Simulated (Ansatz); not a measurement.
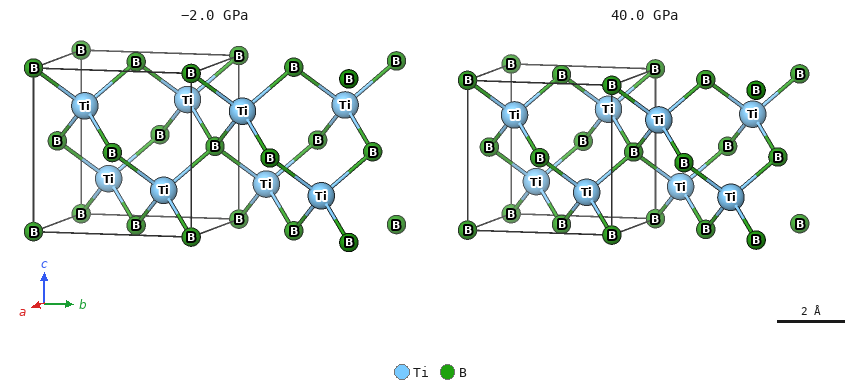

Solid TiB (set up in F-43m), relaxed (cell and atoms) at several target pressures. The picture shows the first and the last member. A ball-and-stick model of the conventional cell (4 times the calculation's cell), repeated 1 × 2 × 1 with one cell outlined, seen slightly off an axis. Lengths and directions refer to the drawn axes.

Computed with Ansatz 0.2.0: DFT r2SCAN, scalar-relativistic, plane waves, PAW. Settings: plane-wave cutoff 500 eV; k-point mesh 14 × 14 × 14 at −2.0 to 10.0, 16 × 16 × 16 at 20.0 and 40.0 GPa; occupations gaussian; smearing width 0.1 eV; no spin polarisation; cell and atoms relaxed; force threshold 0.008 eV/Å.

| pressure (GPa) | volume (Å³/atom) | a (Å) |
| --- | --- | --- |
| −2.0 | 15.488 | 4.985 |
| 0.0 | 15.193 | 4.953 |
| 2.0 | 14.913 | 4.923 |
| 5.0 | 14.530 | 4.880 |
| 10.0 | ? | ? |
| 20.0 | 13.116 | 4.717 |
| 40.0 | 11.872 | 4.563 |

Q: Estimate the missing row from the others, and compare with the calculation.

A: Murnaghan's form V = V₀(1 + B′P/B₀)^(−1/B′), with V₀ = 15.193 Å³ from the row at zero pressure, fits the other rows with B₀ = 106 GPa and B′ = 3.27 (largest miss 0.011 Å³). At 10.0 GPa it gives 15.193 × (1 + 3.27 × 10.0/106)^(−1/3.27) = 13.994 Å³ per atom. The calculation gives 13.991 Å³/atom (a = 4.819 Å). The estimate is 0.003 Å³/atom too high. From the first member to the last: B–Ti 2.159 → 1.976 Å.

The whole series:

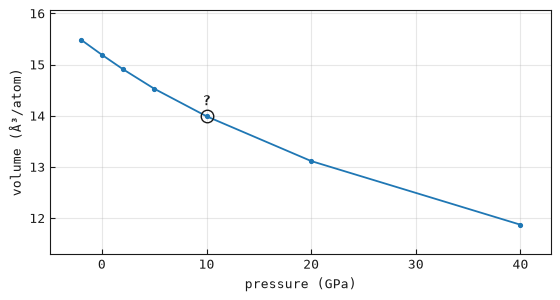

Each member starts from this one structure; whether another phase lies lower wasn't checked.
